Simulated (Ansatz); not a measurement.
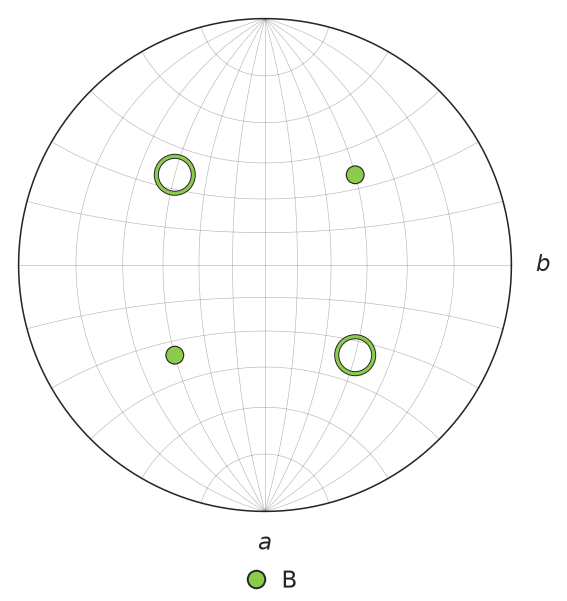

For BN, the end point of a relaxation with Ansatz, DFT PBEsol, scalar-relativistic, plane waves, PAW: directions from one nitrogen atom at (1/4, 1/4, 1/4) to its bonded neighbours, in stereographic projection down c (filled: above the plane of the page or in it, open: below). The drawing is computed from the coordinates (standard cell, symmetry found to 0.002 Å).

Neighbours are counted up to 1.80 Å for B.

```cif
data_structure
_symmetry_space_group_name_H-M 'P 1'
_symmetry_Int_Tables_number 1
_cell_length_a 3.6057
_cell_length_b 3.6057
_cell_length_c 3.6057
_cell_angle_alpha 90.000
_cell_angle_beta 90.000
_cell_angle_gamma 90.000
_cell_volume 46.88
loop_
_atom_site_label
_atom_site_type_symbol
_atom_site_fract_x
_atom_site_fract_y
_atom_site_fract_z
_atom_site_occupancy
B1 B 0.00000 0.00000 0.00000 1
N1 N 0.25000 0.25000 0.25000 1
B2 B 0.00000 0.50000 0.50000 1
N2 N 0.25000 0.75000 0.75000 1
B3 B 0.50000 0.00000 0.50000 1
N3 N 0.75000 0.25000 0.75000 1
B4 B 0.50000 0.50000 0.00000 1
N4 N 0.75000 0.75000 0.25000 1
```

> How many neighbours are there, and at what angles?

4: 4 B at 1.56 Å. Angles between bonds: 109° (6×).

> What is the site's symmetry in the crystal?

Point group -43m (Td), order 24: three −4 axes, four threefold axes, six mirror planes. In No. 216, F-43m this is Wyckoff position 4c.
